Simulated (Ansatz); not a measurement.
The coordinates of a crystal:

```
Mg O
1.0
     4.84083    0.00000    0.00000
     0.00000    4.84083    0.00000
     0.00000    0.00000    4.84083
Mg O
4 8
Direct
  0.00000 0.50000 0.50000
  0.50000 0.50000 0.00000
  0.50000 0.00000 0.50000
  0.00000 0.00000 0.00000
  0.41163 0.08837 0.91163
  0.08837 0.91163 0.41163
  0.91163 0.41163 0.08837
  0.58837 0.58837 0.58837
  0.41163 0.41163 0.41163
  0.08837 0.58837 0.91163
  0.91163 0.08837 0.58837
  0.58837 0.91163 0.08837
```

**Characterise the structure given above.**

It has the composition MgO₂. The lattice is primitive cubic and the space group Pa-3 (No. 205). It belongs to the family called pyrite. The cell comprises 4 formula units: 4 Mg, 8 O. Numbers of contacts at bonding distance: Mg 6 and O 4.

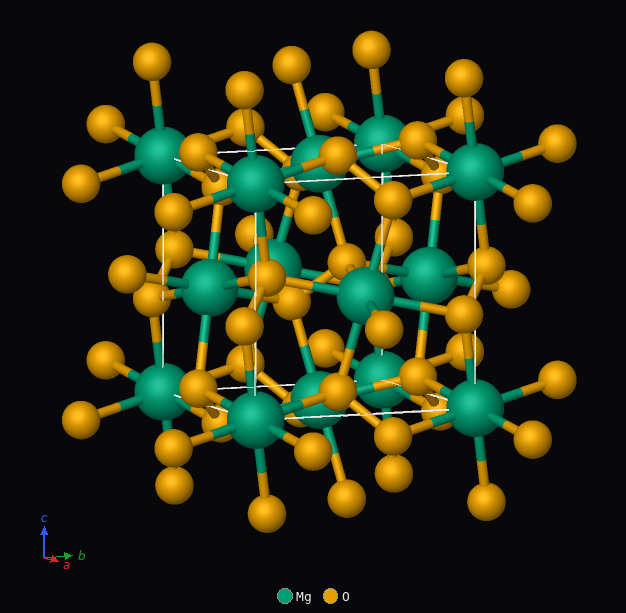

A ball-and-stick rendering, viewed slightly off an axis. Atoms at the boundary of the conventional unit cell (the box) are drawn once for each face, edge or corner they touch. Bonds that leave the box are completed with the atoms at their other ends. Colours: magnesium teal, oxygen orange.

It goes back to a structure listed in the Materials Project. The final geometry of a relaxation with DFT PBEsol, scalar-relativistic, plane waves, PAW in Ansatz 0.2.0 is shown.
